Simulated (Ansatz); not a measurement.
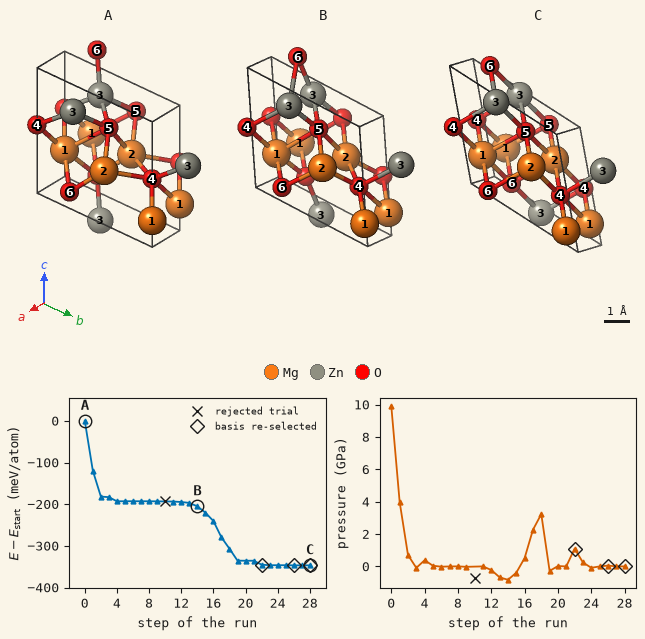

Frames of a relaxation of crystalline Mg2ZnO3 (built on the Ca2ZnGa3-8 type type), marked on the history of the run. The picture is a ball-and-stick view of the cell of the calculation, reduced to other axes, seen slightly off an axis. Lengths and directions refer to the drawn axes.

Case: shaken.

These are results of DFT, PBEsol, plane waves, PAW (Ansatz 0.2.0), not measurements.

The input:
```yaml
crystal:
  lattice:
    - [5.3324348877, -1.4023701508, 1.2116695316]
    - [5.3479986107, 1.4753881425, 1.229784785]
    - [-3.8831345327, 0.0011801318, 3.546761432]
  atoms:
    - { symbol: Mg, position: [0.5499234655, 0.5902661113, 0.7899654708] }
    - { symbol: Mg, position: [0.3516988199, 0.3015810906, 0.1533932944] }
    - { symbol: Zn, position: [0.1671482085, 0.1874668407, 0.5272613872] }
    - { symbol: O, position: [1.0451216743, 0.9379251394, 0.4535884224] }
    - { symbol: O, position: [0.8275141981, 0.730700793, 0.8318284098] }
    - { symbol: O, position: [0.1581036641, 0.1622382335, 0.150896182] }
kpoints:
  mp_grid: { grid: [6, 6, 4] }
hamiltonian:
  xc: pbesol
scf:
  occupations: { method: fermi_dirac, width: 0.05 }
relax:
  f_tol: 0.01
  cell: {}
  max_steps: 120
```

Run as
```bash
ansatz run input.yaml --threads 2 --pin off --max-ram 2211MiB --backend cpu --events-out ev --progress --plain --runs-dir out
```

Q: Describe the path.

A: Over 24 accepted moves (28 points after the start) the energy falls by 347 meV per atom. Largest force component: 3 eV/Å at the start, 0.00017 eV/Å at the end. Pressure: 9.89 GPa at the start and 0.00 GPa at the end. The line search rejected the trial step at point 10 of the run. At 3 points the geometry stayed and the basis and grid were re-selected for the new cell (energy shift of 9.4 meV per atom at most each time). The largest move relative to the cell is that of Zn3, 0.68 Å roughly along [−3 1 2]. By element the largest moves are Zn 0.68 Å, O 0.55 Å, Mg 0.42 Å. Cell: a 2.878 → 2.997 Å (+4.1 %), b 5.168 → 5.179 Å (+0.2 %), c 5.259 → 5.179 Å (−1.5 %), α 114.4° → 131.8°, β 90.0° → 73.2°, γ 105.3° → 106.8°. Volume −16.6 %. Near-neighbour distances that change, for instance: Zn3–O4 4.001 → 2.114 Å, Mg2–O6 3.889 → 2.115 Å, Mg1–O5 3.528 → 2.115 Å, Zn3–O6 3.459 → 2.139 Å. New bonds form: Mg1–O5 (3.53 → 2.11 Å), Mg2–O6 (3.89 → 2.11 Å), Zn3–O4 (4.00 → 2.11 Å), Zn3–O6 (3.46 → 2.14 Å). Bond angles that change, for instance: O5–Zn3–O6 119.3° → 180.0°, Mg1–O6–Zn3 129.8° → 179.0°, Mg1–O6–Zn3 132.5° → 90.1°. The space group (tolerance 0.01 Å) goes from P1 (No. 1) to Immm (No. 71). From step 0 to 14: Zn3 moves most (0.46 Å), volume −4.8 %, energy −205 meV per atom. From step 14 to 28: O6 moves most (0.32 Å), volume −12.4 %, energy −142 meV per atom.

```json
{"step": "0", "E − E(0), meV/atom": "0.00", "largest force component, eV/Å": "2.9530", "pressure, GPa": "9.89", "volume, Å³/atom": "11.357", "note": ""}
{"step": "1", "E − E(0), meV/atom": "-119.62", "largest force component, eV/Å": "1.6194", "pressure, GPa": "3.99", "volume, Å³/atom": "11.569", "note": ""}
{"step": "2", "E − E(0), meV/atom": "-181.72", "largest force component, eV/Å": "0.5555", "pressure, GPa": "0.71", "volume, Å³/atom": "11.605", "note": ""}
{"step": "3", "E − E(0), meV/atom": "-183.12", "largest force component, eV/Å": "0.5339", "pressure, GPa": "-0.09", "volume, Å³/atom": "11.502", "note": ""}
{"step": "4", "E − E(0), meV/atom": "-193.05", "largest force component, eV/Å": "0.0448", "pressure, GPa": "0.39", "volume, Å³/atom": "11.549", "note": ""}
{"step": "5", "E − E(0), meV/atom": "-192.91", "largest force component, eV/Å": "0.0308", "pressure, GPa": "0.04", "volume, Å³/atom": "11.619", "note": ""}
{"step": "6", "E − E(0), meV/atom": "-192.90", "largest force component, eV/Å": "0.0116", "pressure, GPa": "-0.01", "volume, Å³/atom": "11.629", "note": ""}
{"step": "7", "E − E(0), meV/atom": "-192.94", "largest force component, eV/Å": "0.0015", "pressure, GPa": "0.00", "volume, Å³/atom": "11.623", "note": ""}
{"step": "8", "E − E(0), meV/atom": "-193.00", "largest force component, eV/Å": "0.0147", "pressure, GPa": "0.01", "volume, Å³/atom": "11.612", "note": ""}
{"step": "9", "E − E(0), meV/atom": "-193.16", "largest force component, eV/Å": "0.0533", "pressure, GPa": "-0.02", "volume, Å³/atom": "11.578", "note": ""}
{"step": "10", "E − E(0), meV/atom": "-193.17", "largest force component, eV/Å": "0.4799", "pressure, GPa": "-0.74", "volume, Å³/atom": "11.371", "note": "rejected"}
{"step": "11", "E − E(0), meV/atom": "-193.63", "largest force component, eV/Å": "0.0735", "pressure, GPa": "0.00", "volume, Å³/atom": "11.501", "note": ""}
{"step": "12", "E − E(0), meV/atom": "-194.74", "largest force component, eV/Å": "0.2090", "pressure, GPa": "-0.22", "volume, Å³/atom": "11.376", "note": ""}
{"step": "13", "E − E(0), meV/atom": "-196.85", "largest force component, eV/Å": "0.5287", "pressure, GPa": "-0.67", "volume, Å³/atom": "11.168", "note": ""}
{"step": "14", "E − E(0), meV/atom": "-205.15", "largest force component, eV/Å": "0.8166", "pressure, GPa": "-0.83", "volume, Å³/atom": "10.809", "note": ""}
{"step": "15", "E − E(0), meV/atom": "-220.29", "largest force component, eV/Å": "0.9943", "pressure, GPa": "-0.39", "volume, Å³/atom": "10.402", "note": ""}
{"step": "16", "E − E(0), meV/atom": "-240.38", "largest force component, eV/Å": "1.2213", "pressure, GPa": "0.52", "volume, Å³/atom": "9.949", "note": ""}
{"step": "17", "E − E(0), meV/atom": "-279.67", "largest force component, eV/Å": "1.1148", "pressure, GPa": "2.26", "volume, Å³/atom": "9.538", "note": ""}
{"step": "18", "E − E(0), meV/atom": "-306.92", "largest force component, eV/Å": "1.0510", "pressure, GPa": "3.23", "volume, Å³/atom": "9.351", "note": ""}
{"step": "19", "E − E(0), meV/atom": "-335.52", "largest force component, eV/Å": "0.0492", "pressure, GPa": "-0.28", "volume, Å³/atom": "9.429", "note": ""}
{"step": "20", "E − E(0), meV/atom": "-335.70", "largest force component, eV/Å": "0.0091", "pressure, GPa": "0.03", "volume, Å³/atom": "9.416", "note": ""}
{"step": "21", "E − E(0), meV/atom": "-335.70", "largest force component, eV/Å": "0.0012", "pressure, GPa": "0.00", "volume, Å³/atom": "9.416", "note": ""}
{"step": "22", "E − E(0), meV/atom": "-345.15", "largest force component, eV/Å": "0.0083", "pressure, GPa": "1.10", "volume, Å³/atom": "9.416", "note": "same geometry, new basis"}
{"step": "23", "E − E(0), meV/atom": "-346.50", "largest force component, eV/Å": "0.0093", "pressure, GPa": "0.25", "volume, Å³/atom": "9.454", "note": ""}
{"step": "24", "E − E(0), meV/atom": "-346.45", "largest force component, eV/Å": "0.0021", "pressure, GPa": "-0.08", "volume, Å³/atom": "9.472", "note": ""}
{"step": "25", "E − E(0), meV/atom": "-346.47", "largest force component, eV/Å": "0.0009", "pressure, GPa": "0.00", "volume, Å³/atom": "9.467", "note": ""}
{"step": "26", "E − E(0), meV/atom": "-346.79", "largest force component, eV/Å": "0.0017", "pressure, GPa": "0.05", "volume, Å³/atom": "9.467", "note": "same geometry, new basis"}
{"step": "27", "E − E(0), meV/atom": "-346.78", "largest force component, eV/Å": "0.0002", "pressure, GPa": "0.00", "volume, Å³/atom": "9.470", "note": ""}
{"step": "28", "E − E(0), meV/atom": "-346.80", "largest force component, eV/Å": "0.0002", "pressure, GPa": "0.00", "volume, Å³/atom": "9.470", "note": "same geometry, new basis"}
```
